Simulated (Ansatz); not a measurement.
**Run report: Ru, geometry relaxation (part 1 of 2)**

- system: Ru (P6₃/mmc, 2 atoms in the cell)
- method: DFT PBE, scalar-relativistic, plane waves, PAW, no spin polarisation (Ansatz 0.2.0)

The structure derives from a Materials Project entry. It belongs to a series of runs on one base structure; here: relaxed at 15 GPa.

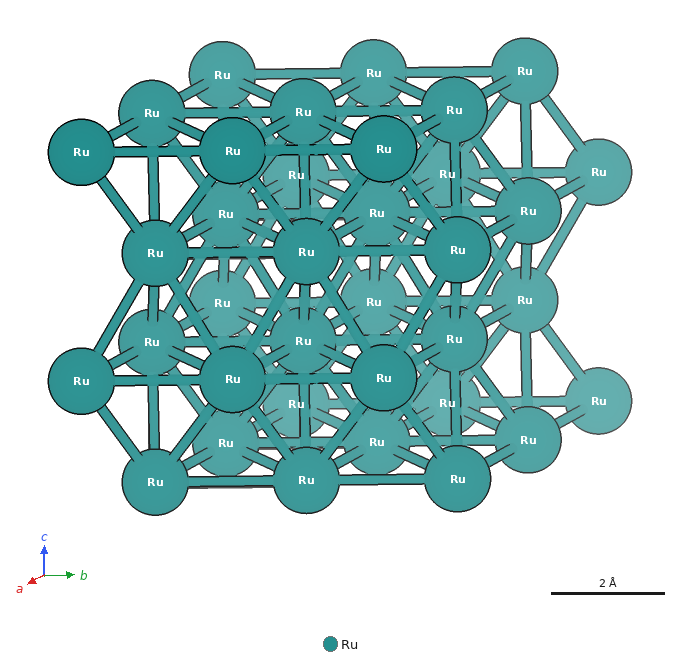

The starting structure (ball-and-stick view of the cell of the calculation, repeated 3 × 3 × 2, seen slightly off an axis). Near neighbours in the crystal (not all of them lie inside the picture): Ru has 12 Ru at 2.62 to 2.68 Å.

Input file:
```yaml
crystal:
  lattice:
    - [2.6793030983, 0.0, 0.0]
    - [-1.3396515492, 2.3203445475, 0.0]
    - [0.0, 0.0, 4.2371773493]
  atoms:
    - { symbol: Ru, position: [0.3333333333, 0.6666666667, 0.25] }
    - { symbol: Ru, position: [0.6666666667, 0.3333333333, 0.75] }
basis:
  ecutwfc: 420
kpoints:
  mp_grid: { grid: [18, 18, 10] }
hamiltonian:
  xc: pbe
scf:
  occupations: { method: gaussian, width: 0.1 }
output:
  forces: true
  stress: true
  eigenvalues: true
  write_density: true
  write_potential: true
  elf: true
  volumetric_format: npy
relax:
  adjacent_minimum: "off"
  f_tol: 0.008
  max_steps: 50
  cell: { stress_tol: 0.08, p_target: 15.0 }
```

Launched with:
```bash
ansatz run input.yaml --threads 1 --pin off --max-ram 2560MiB --backend cpu --events-out ev --progress --plain --runs-dir out
```

The program's output:
```
Engine: ansatz 0.2.0, x86_64-unknown-linux-gnu
Pseudopotentials: kind: paw
Pseudopotential: Ru, paw, valence charge 16, recommended cutoff 420 eV (normal), Ru.paw.azcp
Functional definition: PBE
  parameter kappa = 0.804
  parameter beta = 0.06672455060314922
  exchange = pbe_x(kappa = kappa, mu = beta*pi^2/3)
  correlation = pbe_c(beta = beta)
Crystal: 2 atoms, lattice volume = 26.342 Å³
Basis set: ecut = 420 eV, 537 PW (Γ), exchange–correlation on 36×36×60 points (8 copies of the dense FFT grid, shifted against one another)
Bands: 20, of which v1, the nominal top of the filled ones, is band 16 counted from 1 (15 counted from 0)
Symmetry: 24 space group operations
Space group: P63/mmc (ITA 194), of the structure as read, at distance tolerance 3.0e-5 Å
k-points: 222 of 3240
Non-local potential: Ru, projectors of the file, l = 0: 3, l = 1: 2, l = 2: 2, l = 3: 1
PAW form: soft (Blöchl's): semilocal exchange-correlation on the pseudo side does not see the compensation charge
PAW one-centre angular grid: Ru, 590 points (default); XC on 64 Gauss nodes
Initial density: superposition of atomic densities (neutral atoms: chi_scale 0, normalization atom), corrected by the library's trained network
Initial wavefunctions: pseudopotential atomic-orbital guess
Functional: x = pbe(κ = 0.804, μ = 0.2195149727645171), c = pbe(β = 0.06672455060314922)
SCF iter   1: F=—  HF=-11757.322727 eV  |F-HF|=—  |Δ(HF+E_count)|=         —  Δρ=6.76e-3  dr2=2.35e-3  ethr=1.77e-3  ⟨swp⟩=5.0  Hψ=17193  notcnv=0
preconditioner: auto → none  [metal: Δε(μ)=0.014 eV  Ē_g=6.073 eV  σ=0.100 eV  W_gap=0.08  n_scr=8 (ndim 8)  ℏωp=28.9 eV  f_vac=0.000  D(μ)=1.74/eV (n_scr^D=22)  sad-step TF]
SCF iter   2: F=—  HF=-11757.325022 eV  |F-HF|=—  |Δ(HF+E_count)|=   2.29e-3  Δρ=3.98e-3  dr2=8.48e-4  ethr=7.35e-6  ⟨swp⟩=2.0  Hψ=9674  notcnv=0
SCF iter   3: F=—  HF=-11757.326052 eV  |F-HF|=—  |Δ(HF+E_count)|=   1.03e-3  Δρ=2.89e-4  dr2=4.78e-6  ethr=2.65e-6  ⟨swp⟩=2.1  Hψ=6016  notcnv=0
SCF iter   4: F=—  HF=-11757.326022 eV  |F-HF|=—  |Δ(HF+E_count)|=   2.96e-5  Δρ=1.14e-4  dr2=7.99e-7  ethr=1.49e-8  ⟨swp⟩=2.0  Hψ=7956  notcnv=0
iter 5 did not close the SCF: its close was put off for the readings that it lacked (scf_convergence_deferred on its scf_iter line)
SCF iter   5: F=-11757.326023 eV  HF=-11757.326023 eV  |F-HF|=2.52e-8  |Δ(HF+E_count)|=   5.23e-7  Δρ=2.21e-5  dr2=4.84e-8  ethr=2.50e-9  ⟨swp⟩=2.1  Hψ=7353  notcnv=0
SCF iter   6: F=-11757.326023 eV  HF=-11757.326023 eV  |F-HF|=1.31e-9  |Δ(HF+E_count)|=   1.80e-9  Δρ=6.87e-6  dr2=3.72e-9  ethr=1.51e-10  ⟨swp⟩=5.7  Hψ=27225  notcnv=0
SCF 1 converged in 6 iterations: F = -11757.326023 eV  dr2 = 3.72e-9
  greatest PAW one-centre occupation: 0.998 electrons in one spin orbital (limit 2), on the Ru atom at site 1 (counted from 0), in its partial waves of l = 0
relax step   1: F+E_penalty+E_count = -11757.32602268 eV  Δ(F+E_penalty+E_count) = +0.000e0 eV  max|allowed force component| = 2.776e-17 eV/Å  Δτ_max = 0.0000 Å  P = +15.305 GPa  Ω = 26.342 Å³  (6 SCF iters, dr2 threshold 1.00e-7 eV, accepted)
Crystal: 2 atoms, lattice volume = 26.384 Å³
Initial density: handed on by an earlier stage of this run
Initial wavefunctions: those handed on with the density
iter 1 solved again at ethr=1.44e-8 eV; its pass at ethr=3.10e-3 eV (dr2=4.61e-6 eV) is discarded
SCF iter   1: F=—  HF=-11757.329964 eV  |F-HF|=—  |Δ(HF+E_count)|=         —  Δρ=1.31e-4  dr2=2.06e-6  ethr=1.44e-8  ⟨swp⟩=3.3  Hψ=24007  notcnv=0
preconditioner: auto → none  [metal: Δε(μ)=0.008 eV  Ē_g=6.059 eV  σ=0.100 eV  W_gap=0.04  n_scr=8 (ndim 8)  ℏωp=28.9 eV  f_vac=0.000  D(μ)=1.74/eV (n_scr^D=22)]
SCF iter   2: F=—  HF=-11757.329933 eV  |F-HF|=—  |Δ(HF+E_count)|=   3.16e-5  Δρ=6.22e-5  dr2=3.40e-7  ethr=6.43e-9  ⟨swp⟩=2.4  Hψ=6558  notcnv=0
iter 3 did not close the SCF: its close was put off for the readings that it lacked (scf_convergence_deferred on its scf_iter line)
SCF iter   3: F=-11757.329933 eV  HF=-11757.329933 eV  |F-HF|=7.28e-9  |Δ(HF+E_count)|=   9.64e-8  Δρ=1.05e-5  dr2=1.87e-8  ethr=1.06e-9  ⟨swp⟩=1.1  Hψ=4860  notcnv=0
iter 4 did not close the SCF: its close was put off for the readings that it lacked (scf_convergence_deferred on its scf_iter line)
SCF iter   4: F=-11757.329933 eV  HF=-11757.329933 eV  |F-HF|=6.55e-11  |Δ(HF+E_count)|=  1.29e-10  Δρ=1.59e-6  dr2=1.47e-10  ethr=5.85e-11  ⟨swp⟩=2.4  Hψ=7161  notcnv=0
iter 5 did not close the SCF: its close was put off for the readings that it lacked (scf_convergence_deferred on its scf_iter line)
SCF iter   5: F=-11757.329933 eV  HF=-11757.329933 eV  |F-HF|=3.64e-12  |Δ(HF+E_count)|=  8.19e-11  Δρ=2.48e-7  dr2=3.74e-12  ethr=1.00e-12  ⟨swp⟩=1.9  Hψ=5888  notcnv=0
SCF iter   6: F=-11757.329933 eV  HF=-11757.329933 eV  |F-HF|=3.64e-12  |Δ(HF+E_count)|=    0.00e0  Δρ=3.37e-8  dr2=9.23e-14  ethr=1.00e-12  ⟨swp⟩=3.8  Hψ=18013  notcnv=0
SCF 2 converged in 6 iterations: F = -11757.329933 eV  dr2 = 9.23e-14
relax step   2: F+E_penalty+E_count = -11757.32993289 eV  Δ(F+E_penalty+E_count) = -3.910e-3 eV  max|allowed force component| = 2.082e-17 eV/Å  Δτ_max = 0.0000 Å  P = +14.681 GPa  Ω = 26.384 Å³  energy of the carried Pulay correction = -2.233e-5 eV  (6 SCF iters, dr2 threshold 2.00e-7 eV, accepted)
Crystal: 2 atoms, lattice volume = 26.362 Å³
iter 1 solved again at ethr=2.29e-9 eV; its pass at ethr=3.10e-3 eV (dr2=7.32e-7 eV) is discarded
SCF iter   1: F=—  HF=-11757.327972 eV  |F-HF|=—  |Δ(HF+E_count)|=         —  Δρ=6.01e-5  dr2=5.21e-7  ethr=2.29e-9  ⟨swp⟩=3.3  Hψ=24205  notcnv=0
preconditioner: auto → none  [metal: Δε(μ)=0.010 eV  Ē_g=6.066 eV  σ=0.100 eV  W_gap=0.06  n_scr=8 (ndim 8)  ℏωp=28.9 eV  f_vac=0.000  D(μ)=1.74/eV (n_scr^D=22)]
iter 2 did not close the SCF: its close was put off for the readings that it lacked (scf_convergence_deferred on its scf_iter line)
SCF iter   2: F=-11757.327941 eV  HF=-11757.327941 eV  |F-HF|=2.00e-8  |Δ(HF+E_count)|=   3.14e-5  Δρ=2.82e-5  dr2=6.99e-8  ethr=1.63e-9  ⟨swp⟩=2.1  Hψ=6003  notcnv=0
iter 3 did not close the SCF: its close was put off for the readings that it lacked (scf_convergence_deferred on its scf_iter line)
SCF iter   3: F=-11757.327941 eV  HF=-11757.327941 eV  |F-HF|=5.02e-10  |Δ(HF+E_count)|=   2.16e-8  Δρ=6.02e-6  dr2=5.04e-9  ethr=2.18e-10  ⟨swp⟩=1.3  Hψ=5142  notcnv=0
iter 4 did not close the SCF: its close was put off for the readings that it lacked (scf_convergence_deferred on its scf_iter line)
SCF iter   4: F=-11757.327941 eV  HF=-11757.327941 eV  |F-HF|=1.09e-11  |Δ(HF+E_count)|=  9.31e-10  Δρ=6.71e-7  dr2=2.44e-11  ethr=1.58e-11  ⟨swp⟩=2.1  Hψ=6598  notcnv=0
iter 5 did not close the SCF: its close was put off for the readings that it lacked (scf_convergence_deferred on its scf_iter line)
SCF iter   5: F=-11757.327941 eV  HF=-11757.327941 eV  |F-HF|=0.00e0  |Δ(HF+E_count)|=  1.82e-11  Δρ=9.31e-8  dr2=7.54e-13  ethr=1.00e-12  ⟨swp⟩=1.6  Hψ=4634  notcnv=0
SCF iter   6: F=-11757.327941 eV  HF=-11757.327941 eV  |F-HF|=3.64e-12  |Δ(HF+E_count)|=    0.00e0  Δρ=1.85e-8  dr2=1.57e-14  ethr=1.00e-12  ⟨swp⟩=3.3  Hψ=17067  notcnv=0
SCF 3 converged in 6 iterations: F = -11757.327941 eV  dr2 = 1.57e-14
relax step   3: F+E_penalty+E_count = -11757.32794109 eV  Δ(F+E_penalty+E_count) = +1.992e-3 eV  max|allowed force component| = 2.776e-17 eV/Å  Δτ_max = 0.0000 Å  P = +15.000 GPa  Ω = 26.362 Å³  energy of the carried Pulay correction = -1.097e-5 eV  (6 SCF iters, dr2 threshold 2.00e-7 eV, accepted)
Initial wavefunctions: pseudopotential atomic-orbital guess (no wavefunctions were taken with the density)
iter 1 solved again at ethr=1.28e-8 eV; its pass at ethr=3.10e-3 eV (dr2=4.11e-6 eV) is discarded
SCF iter   1: F=—  HF=-11757.327983 eV  |F-HF|=—  |Δ(HF+E_count)|=         —  Δρ=3.67e-6  dr2=6.50e-10  ethr=1.28e-8  ⟨swp⟩=3.0  Hψ=31252  notcnv=0
SCF iter   2: F=—  HF=-11757.327952 eV  |F-HF|=—  |Δ(HF+E_count)|=   3.11e-5  Δρ=1.51e-6  dr2=1.30e-10  ethr=2.03e-12  ⟨swp⟩=3.0  Hψ=11531  notcnv=0
iter 3 did not close the SCF: its close was put off for the readings that it lacked (scf_convergence_deferred on its scf_iter line)
SCF iter   3: F=-11757.327952 eV  HF=-11757.327952 eV  |F-HF|=1.27e-11  |Δ(HF+E_count)|=  1.64e-11  Δρ=6.30e-7  dr2=1.49e-11  ethr=1.00e-12  ⟨swp⟩=1.0  Hψ=4440  notcnv=0
iter 4 did not close the SCF: its close was put off for the readings that it lacked (scf_convergence_deferred on its scf_iter line)
SCF iter   4: F=-11757.327952 eV  HF=-11757.327952 eV  |F-HF|=3.64e-12  |Δ(HF+E_count)|=  1.64e-11  Δρ=8.36e-8  dr2=2.60e-13  ethr=1.00e-12  ⟨swp⟩=1.0  Hψ=4440  notcnv=0
iter 5 did not close the SCF: its close was put off for the readings that it lacked (scf_convergence_deferred on its scf_iter line)
SCF iter   5: F=-11757.327952 eV  HF=-11757.327952 eV  |F-HF|=1.82e-12  |Δ(HF+E_count)|=  1.82e-12  Δρ=1.82e-8  dr2=4.35e-14  ethr=1.00e-12  ⟨swp⟩=1.0  Hψ=4440  notcnv=0
iter 6 did not close the SCF: its close was put off for the readings that it lacked (scf_convergence_deferred on its scf_iter line)
SCF iter   6: F=-11757.327952 eV  HF=-11757.327952 eV  |F-HF|=1.82e-12  |Δ(HF+E_count)|=  3.64e-12  Δρ=3.15e-9  dr2=1.23e-15  ethr=1.00e-12  ⟨swp⟩=1.0  Hψ=4440  notcnv=0
SCF iter   7: F=-11757.327952 eV  HF=-11757.327952 eV  |F-HF|=1.82e-12  |Δ(HF+E_count)|=  1.82e-12  Δρ=8.27e-10  dr2=3.59e-17  ethr=1.00e-12  ⟨swp⟩=2.1  Hψ=13332  notcnv=0
SCF 4 converged in 7 iterations: F = -11757.327952 eV  dr2 = 3.59e-17
relax step   4: F+E_penalty+E_count = -11757.32795196 eV  Δ(F+E_penalty+E_count) = -1.087e-5 eV  max|allowed force component| = 3.932e-17 eV/Å  Δτ_max = 0.0000 Å  P = +14.999 GPa  Ω = 26.362 Å³  stress off target by 2.92e-3 GPa  SCF on the basis re-selected at this cell (its energy is not comparable with the rows above)  (7 SCF iters)
```

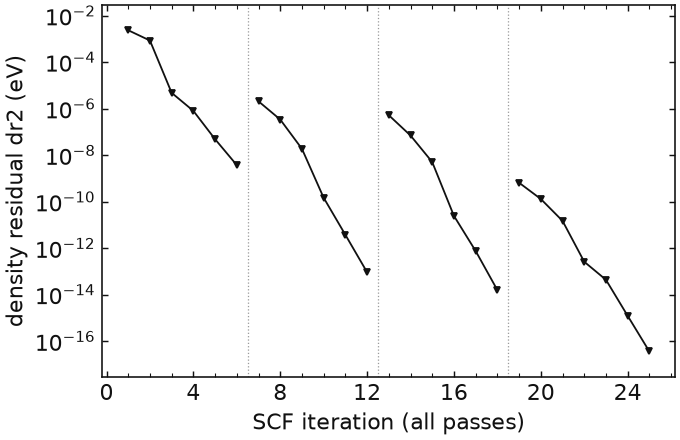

Convergence of the self-consistent field: density residual dr2 against the SCF iteration. The dotted lines part the SCF passes of the relaxation: geometry steps, rejected trials and re-solves on a re-selected basis. The passes take 6, 6, 6 and 7 iterations.
